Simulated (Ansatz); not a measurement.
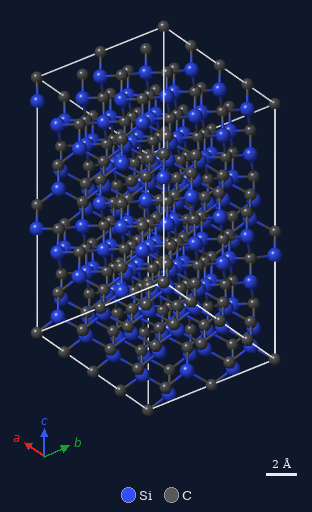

Starting structure of a defect cell of composition Si127C128 (cell charge −1). A ball-and-stick model of the cell of the calculation (origin shifted), seen from a free direction.

Level of theory: DFT, PBEsol, PAW, plane waves (Ansatz 0.2.0).

(plane-wave cutoff 420 eV; k-point mesh 1 × 1 × 1; mesh shifted by (0.25, 0.25, 0.25); collinear spin; atoms relaxed in a fixed cell; force threshold 0.03 eV/Å; at most 80 steps)

```xyz
255
Lattice="12.3123 0.0000 0.0000 0.0000 10.6627 0.0000 0.0000 0.0000 20.1519" Properties=species:S:1:pos:R:3 pbc="T T T"
Si   12.2956   10.6601    5.0549
Si   12.3095   10.6568   15.1214
Si    3.0758    0.0147    5.0122
Si    3.0591    0.0019   15.0918
Si    1.5450    2.6899    4.9992
Si    1.5604    2.6388   15.1423
Si    0.0279    5.3800    5.0315
Si    0.0410    5.3765   15.1073
Si    6.1840    0.0191    5.0022
Si    6.1376   10.6468   15.1073
Si    4.5858    2.6614    5.0616
Si    4.6463    2.6704   15.0722
Si    3.0632    5.3217    5.0694
Si    3.0444    5.3315   15.1003
Si    1.5409    8.0255    5.0049
Si    1.5261    7.9693   15.1161
Si    9.2016   10.6329    5.0540
Si    9.2357   10.6234   15.1214
Si    7.6482    2.6809    5.0471
Si    7.6789    2.6696   15.0791
Si    6.1547    5.2860    5.0310
Si    6.1122    5.3261   15.0932
Si    4.6283    8.0252    5.0207
Si    4.6175    7.9832   15.1009
Si   10.7962    2.6425    5.0444
Si   10.7867    2.6313   15.1123
Si    9.2267    5.3314    5.0284
Si    9.2442    5.3546   15.0849
Si    7.6896    8.0095    5.0292
Si    7.6978    8.0187   15.1062
Si   10.7669    7.9924    5.0446
Si   10.7439    7.9721   15.1230
Si    0.0089    1.7638    2.5070
Si    0.0042    1.7937   12.6132
Si    3.0828    1.8223    2.4715
Si    3.0471    1.7983   12.5678
Si    1.5384    4.4071    2.4946
Si    1.4817    4.4388   12.5737
Si    0.0219    7.0770    2.5269
Si    0.0097    7.1078   12.5838
Si    6.1722    1.7775    2.5012
Si    6.1659    1.7523   12.6129
Si    4.6140    4.4085    2.4768
Si    4.6348    4.4252   12.6118
Si    3.0872    7.0892    2.4886
Si    3.0491    7.1528   12.5747
Si    1.5713    9.7792    2.5316
Si    1.5176    9.7345   12.5855
Si    9.2170    1.7486    2.5136
Si    9.2734    1.7711   12.5854
Si    7.6869    4.4546    2.5377
Si    7.6904    4.4476   12.6073
Si    6.1790    7.1182    2.5142
Si    6.1574    7.1044   12.6016
Si    4.6221    9.7856    2.5310
Si    4.6117    9.8366   12.6348
Si   10.7736    4.4255    2.4815
Si   10.7596    4.4441   12.5816
Si    9.1987    7.1277    2.5439
Si    9.2366    7.0905   12.5715
Si    7.6897    9.7777    2.5235
Si    7.6986    9.7507   12.5609
Si   10.7838    9.7777    2.5174
Si   10.7824    9.7775   12.6041
Si    1.5501    0.8881    7.5615
Si    1.5246    0.8789   17.6029
Si    0.0196    3.5502    7.5490
Si    0.0187    3.5460   17.6342
Si    4.5785    0.9128    7.5514
Si    4.6210    0.8932   17.6078
Si    3.0838    3.5397    7.5914
Si    3.0940    3.5458   17.6616
Si    1.5107    6.2068    7.5146
Si    1.5750    6.2312   17.6450
Si    0.0189    8.9111    7.5837
Si   12.2875    8.9302   17.6262
Si    7.7352    0.9139    7.5864
Si    7.6968    0.8872   17.6516
Si    6.1115    3.5480    7.5554
Si    6.1907    3.5859   17.6428
Si    4.5912    6.2035    7.5354
Si    4.6587    6.2543   17.6471
Si    3.0692    8.9077    7.5680
Si    3.0525    8.8616   17.6120
Si   10.7930    0.8853    7.5835
Si   10.7643    0.9310   17.6351
Si    9.2209    3.5398    7.5543
Si    9.2080    3.5438   17.6525
Si    7.7226    6.2174    7.5614
Si    7.7054    6.2205   17.6313
Si    6.1591    8.8882    7.5523
Si    6.1421    8.8957   17.6587
Si   10.8120    6.2284    7.5604
Si   10.7615    6.2084   17.5989
Si    9.2290    8.8771    7.5864
Si    9.2441    8.8810   17.6539
Si    0.0119   10.6283   10.0688
Si   12.2750    0.0249    0.0087
Si    3.0700    0.0044   10.0421
Si    3.1144    0.0122   20.1133
Si    1.5649    2.6902   10.0624
Si    1.5006    2.7120   20.1270
Si   12.2945    5.3288   10.0659
Si    0.0306    5.3556    0.0324
Si    6.1446   10.6568   10.0708
Si    6.1416   10.6528   20.1390
Si    4.6172    2.6751   10.0993
Si    4.6266    2.6707    0.0019
Si    3.0611    5.3017   10.0607
Si    3.1099    5.3607    0.0186
Si    1.5478    7.9785   10.0921
Si    1.5226    7.9734    0.0326
Si    9.2164    0.0244   10.0836
Si    9.2347    0.0281    0.0422
Si    7.6829    2.6689   10.0839
Si    7.7047    2.6703    0.0166
Si    6.1389    5.3046   20.1343
Si    4.6224    7.9828   10.0801
Si    4.6110    8.0274   20.1312
Si   10.7406    2.6780   10.0701
Si   10.7864    2.6605   20.1205
Si    9.1991    5.3298   10.0898
Si    9.2569    5.3171    0.0091
Si    7.7311    7.9893   10.0673
Si    7.6819    7.9676    0.0057
Si   10.7534    8.0309   10.0715
Si   10.7553    8.0273   20.1243
C    12.3076    0.0079    1.9054
C     0.0062   10.6558   11.9562
C     3.0667    0.0167    1.9058
C     3.0774    0.0113   11.9332
C     1.5543    2.6460    1.8921
C     1.5503    2.6700   11.9314
C    12.2966    5.3573    1.9011
C    12.3061    5.3401   11.9653
C     6.1334   10.6497    1.9066
C     6.1510    0.0487   11.9867
C     4.6322    2.6382    1.8930
C     4.6271    2.6639   11.9934
C     3.0682    5.3396    1.9166
C     3.0771    5.3608   11.9867
C     1.5883    8.0047    1.8518
C     1.5551    8.0086   11.9694
C     9.2576    0.0102    1.8777
C     9.2349    0.0214   11.9828
C     7.6862    2.6972    1.8597
C     7.7330    2.6870   11.9782
C     6.1538    5.3663    1.8678
C     6.1867    5.3403   11.9837
C     4.6016    7.9937    1.8947
C     4.6224    7.9861   11.9635
C    10.7644    2.6834    1.8740
C    10.7775    2.6713   11.9363
C     9.2353    5.3415    1.8531
C     9.2501    5.3323   11.9680
C     7.7089    7.9827    1.9116
C     7.6741    8.0006   11.9765
C    10.7685    7.9754    1.8906
C    10.7669    8.0062   11.9746
C    12.3029   10.6554    6.9159
C    12.2923   10.6384   17.0340
C     3.0467    0.0077    6.9275
C     3.0905   10.6265   17.0058
C     1.5210    2.6597    6.9293
C     1.5254    2.6877   17.0058
C    12.2805    5.3006    6.9005
C     0.0133    5.3337   16.9925
C     6.1994   10.6502    6.9007
C     6.1519    0.0199   17.0106
C     4.5983    2.6506    6.9282
C     4.6388    2.6577   17.0180
C     3.1092    5.3329    6.9239
C     3.0921    5.3631   16.9868
C     1.5354    7.9929    6.9438
C     1.5431    7.9837   16.9949
C     9.1872    0.0012    6.8849
C     9.2506   10.6624   16.9839
C     7.6769    2.6608    6.9268
C     7.6631    2.6474   17.0156
C     6.1473    5.3372    6.9018
C     6.1745    5.3789   17.0000
C     4.6246    8.0209    6.8990
C     4.6011    7.9902   17.0008
C    10.7426    2.6830    6.9061
C    10.8211    2.6536   16.9624
C     9.2382    5.3652    6.9262
C     9.2676    5.3274   17.0147
C     7.6733    8.0043    6.9038
C     7.7030    7.9939   16.9917
C    10.7780    8.0000    6.9058
C    10.7718    8.0056   17.0215
C     0.0135    1.7487    4.4101
C     0.0289    1.7771   14.4923
C     3.0531    1.7735    4.4150
C     3.0943    1.7836   14.4750
C     1.5250    4.4310    4.4054
C     1.5403    4.4273   14.4726
C     0.0244    7.1071    4.4342
C     0.0077    7.0755   14.5079
C     6.1453    1.7787    4.4229
C     6.1737    1.7558   14.4882
C     4.6349    4.4212    4.3868
C     4.6074    4.4374   14.5099
C     3.0566    7.1052    4.3749
C     3.0659    7.0950   14.5005
C     1.5670    9.7567    4.4280
C     1.5436    9.7683   14.4819
C     9.2424    1.8047    4.4243
C     9.2512    1.7663   14.5000
C     7.7093    4.4519    4.4052
C     7.6900    4.4255   14.4794
C     6.1669    7.1316    4.3967
C     6.1427    7.1391   14.4996
C     4.6346    9.7936    4.4104
C     4.6618    9.7811   14.5281
C    10.7511    4.4588    4.4080
C    10.7664    4.4551   14.4906
C     9.2755    7.1084    4.4082
C     9.2336    7.0938   14.4804
C     7.6864    9.8090    4.4355
C     7.7126    9.7518   14.4836
C    10.7746    9.7715    4.4526
C    10.7636    9.7606   14.4842
C     1.5330    0.8614    9.4681
C     1.5430    0.9065   19.5430
C    12.2894    3.5377    9.4465
C     0.0190    3.5404   19.5426
C     4.6599    0.8949    9.4397
C     4.5897    0.9081   19.5291
C     3.0915    3.5679    9.4614
C     3.0831    3.5421   19.5228
C     1.5578    6.2169    9.4145
C     1.5877    6.2272   19.4782
C     0.0212    8.8802    9.4370
C    12.3111    8.8864   19.5399
C     7.6965    0.8872    9.4804
C     7.7085    0.8538   19.5329
C     6.1507    3.5343    9.4689
C     6.1636    3.5690   19.5139
C     4.6223    6.2187    9.4687
C     4.6611    6.2339   19.5346
C     3.0644    8.8642    9.4083
C     3.0698    8.8579   19.5087
C    10.7657    0.9051    9.4608
C    10.7708    0.8744   19.5330
C     9.2110    3.5472    9.4725
C     9.2196    3.5478   19.5239
C     7.7148    6.2476    9.4549
C     7.7268    6.2353   19.5338
C     6.1319    8.9428    9.4622
C     6.1316    8.8943   19.5118
C    10.7834    6.2513    9.4521
C    10.7553    6.2236   19.5291
C     9.2216    8.9022    9.4461
C     9.2391    8.9025   19.5223
```

**Where does the relaxation end?**

The energy falls by 4.468 eV per cell of the calculation in 3 geometry steps. The largest force component goes from 2 to 0.015 eV/Å. C240 moves most: 0.17 Å along [−3 2 −1]. By element the largest moves are C 0.17 Å, Si 0.07 Å. The lattice vectors keep their values. Near-neighbour distances that change, for instance: Si81–C240 1.934 → 1.838 Å, Si56–C151 1.969 → 1.879 Å, Si69–C168 1.977 → 1.888 Å, Si102–C227 1.795 → 1.883 Å. Among the angles between lasting bonds that change: Si81–C240–Si109 107.1° → 113.7°, C248–Si124–C254 111.1° → 104.7°, C180–Si81–C240 109.0° → 114.8°. The run took 30 s on 1 × NVIDIA GB300 Max-Q with 8 threads of Arm Neoverse-V2, peak memory 3.1 GiB.

Step by step:

```csv
step,"E − E(0), meV/atom","largest force component, eV/Å"
0,0.00,2.0161
1,-13.17,0.9879
2,-17.51,0.0696
3,-17.52,0.0154
```

After the run, drawn alike:

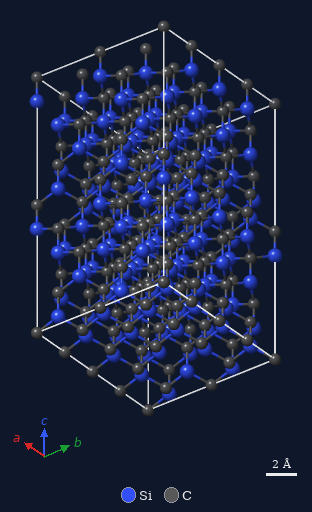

Limits of the set-up: the cell is charged, on a uniform background, and energies carry no finite-size correction.
